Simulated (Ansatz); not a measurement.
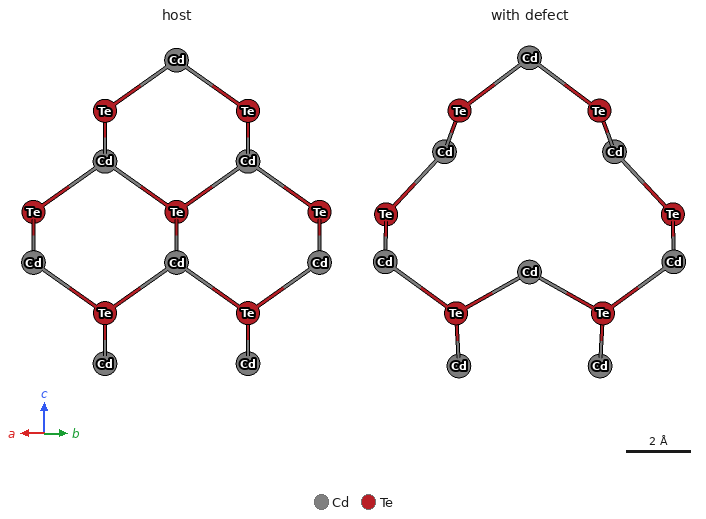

Left: perfect CdTe. Right: the same region with one point defect, after relaxing the atoms in a supercell of 54 sites. The picture is a ball-and-stick view of the atoms within 6.0 Å of one point, in a slice 5.0 Å thick across the line of sight, seen along [110].

These are results of Ansatz, DFT, PBE, plane-wave PAW, default files, scalar-relativistic, not measurements. Set-up: plane-wave cutoff 420 eV; k-point mesh 2 × 2 × 2; occupations fermi dirac; smearing width 0.01 eV; no spin polarisation. A uniform background neutralises the charged cell. The axes drawn are those of the host's conventional cell.

**What kind of defect was made?**

A tellurium atom is taken out (a vacancy).

The charge state of the cell is +2.

**What does the relaxation do around it?**

Around the empty Te site the host had 4 Cd at 2.78 Å; after relaxation the nearest atoms are 4 Cd at 3.30 Å. Of the host's atoms, a cadmium atom moves furthest from its site, by 0.52 Å. Relaxing the atoms from the host's sites lowers the energy by 0.69 eV.

Limits of the set-up: the cell is charged, on a uniform background, and energies carry no finite-size correction.
